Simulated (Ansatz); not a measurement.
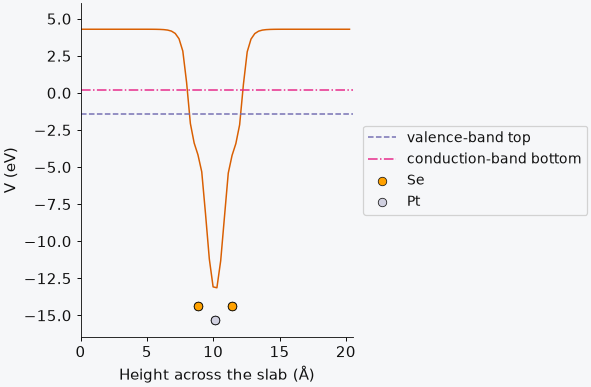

Plane-averaged electrostatic potential energy of an electron across the slab; circles at the bottom mark the heights of the atoms.

The Ansatz input:

```
crystal:
  lattice:
    - [7.5434048737, 0.0, 0.0]
    - [-3.7717024368, 6.5327802516, 0.0]
    - [0.0, 0.0, 20.5608116858]
  atoms:
    - { symbol: Se, position: [0.3333333333, 0.1666666667, 0.3890896975] }
    - { symbol: Se, position: [0.3333333333, 0.6666666667, 0.3890896975] }
    - { symbol: Se, position: [0.8333333333, 0.1666666667, 0.3890896975] }
    - { symbol: Se, position: [0.8333333333, 0.6666666667, 0.3890896975] }
    - { symbol: Pt, position: [2.51049e-05, 7.07635e-05, 0.4516006642] }
    - { symbol: Pt, position: [4.9805e-06, 0.5000141232, 0.4517444805] }
    - { symbol: Pt, position: [0.499994982, -2.63777e-05, 0.4517739538] }
    - { symbol: Pt, position: [0.5000241279, 0.5000202354, 0.4517416211] }
    - { symbol: Se, position: [0.1665211331, 0.3330486214, 0.5143209394] }
    - { symbol: Se, position: [0.1663515356, 0.8335501946, 0.514181311] }
    - { symbol: Se, position: [0.666666724, 0.3333046959, 0.5144227488] }
    - { symbol: Se, position: [0.6671348026, 0.8334606594, 0.5141905176] }
basis:
  ecutwfc: 420
kpoints:
  mp_grid: { grid: [3, 3, 1] }
hamiltonian:
  xc: pbe
  dispersion: d3bj
scf:
  occupations: { method: gaussian, width: 0.1 }
output:
  forces: true
  eigenvalues: true
  write_density: true
  volumetric_format: npy
efield:
  axis: 3
  dipole_correction: true
  ramp_width: 0.04
```

Run as:
```bash
ansatz run input.yaml --threads 4 --pin off --max-ram 10240MiB --backend cpu --events-out ev --progress --plain --runs-dir out
```

Q: What are the ionisation potential and the electron affinity of the slab?

A: From the vacuum level at the right face the ionisation potential is 5.73 eV and the electron affinity 4.09 eV; the left face gives the same. The slab's gap, their difference before rounding, is 1.64 eV. The two vacuum levels agree, so the slab has no net dipole along its normal.

Q: How thick are slab and vacuum?

A: The outermost atoms are 2.6 Å apart, which leaves 18.0 Å of vacuum in a cell 20.6 Å high.

Spin-orbit coupling is left out, which matters for Pt.
